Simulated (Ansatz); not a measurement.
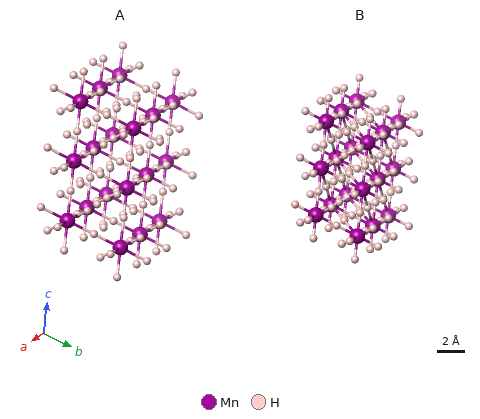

Two geometries of a crystal of MnH7 (a generated structure, set up in Im-3m) (coarse preliminary run), drawn at one scale. One is the start of a relaxation, the other its converged end. Style: ball-and-stick. Shown: the cell of the calculation, repeated 2 × 1 × 2 with one cell outlined, slightly off an axis.

Theory: Ansatz 0.2.0, DFT PBE, scalar-relativistic, plane waves, PAW. Settings: plane-wave cutoff 420 eV; k-point mesh 6 × 6 × 6; occupations gaussian; smearing width 0.1 eV; collinear spin; cell and atoms relaxed; force threshold 0.04 eV/Å; at most 70 steps.

Q: Which of the two is the end point?

A: Structure B is the relaxed one. After 6 accepted moves (7 points after the start) the energy has fallen by 4.319 eV per cell of the calculation. All forces vanish by symmetry, so only the cell relaxes. Pressure: −21.40 GPa at the start and −0.23 GPa at the end. At 1 point the geometry stayed and the basis and grid were re-selected for the new cell (energy shift of 14.9 meV per cell of the calculation at most each time). The atoms keep their places relative to the cell (all moves are under 0.005 Å). The volume changes by −51.8 %, with a = b = c 4.471 → 3.505 Å (−21.6 %). Among the contacts that change: H–Mn 2.581 → 2.024 Å, H–Mn 2.235 → 1.752 Å. New bonds form: H–Mn (2.58 → 2.02 Å). The space group stays Im-3m (No. 229).
